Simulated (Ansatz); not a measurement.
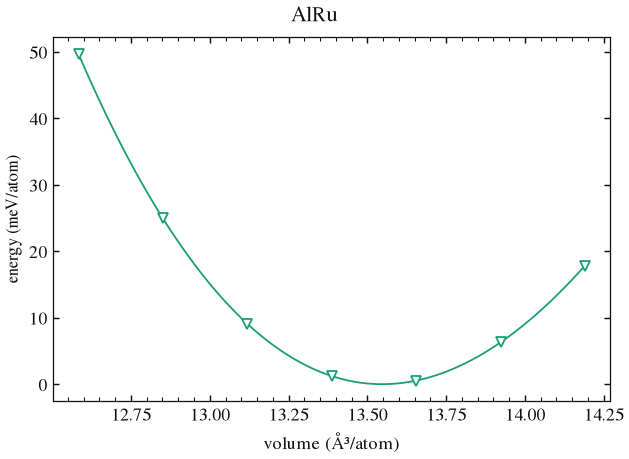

Plotted: energy against volume for AlRu, space group Pm-3m (No. 221).

Cell as given: a = 2.992 Å, b = 2.992 Å, c = 2.992 Å, α = 90.00°, β = 90.00°, γ = 90.00°; 2 atoms.

How it was computed, with Ansatz 0.2.0: all-electron LAPW DFT, no spin polarisation; energies at scaled volumes of the given cell, shape and fractions fixed, counted from the fit's minimum, third-order Birch-Murnaghan fit. Level: PBE.

- k mesh: 9×9×9
- occupations: Fermi–Dirac
- smearing width: 0.05 eV
- potentials: all electron LAPW, scalar relativistic
- program settings: basis error eV/atom 0.0005

What equilibrium volume and bulk modulus follow from the curve?

A third-order Birch–Murnaghan fit gives V0 = 13.55 Å³/atom, B0 = 204 GPa and B′ = 4.4.
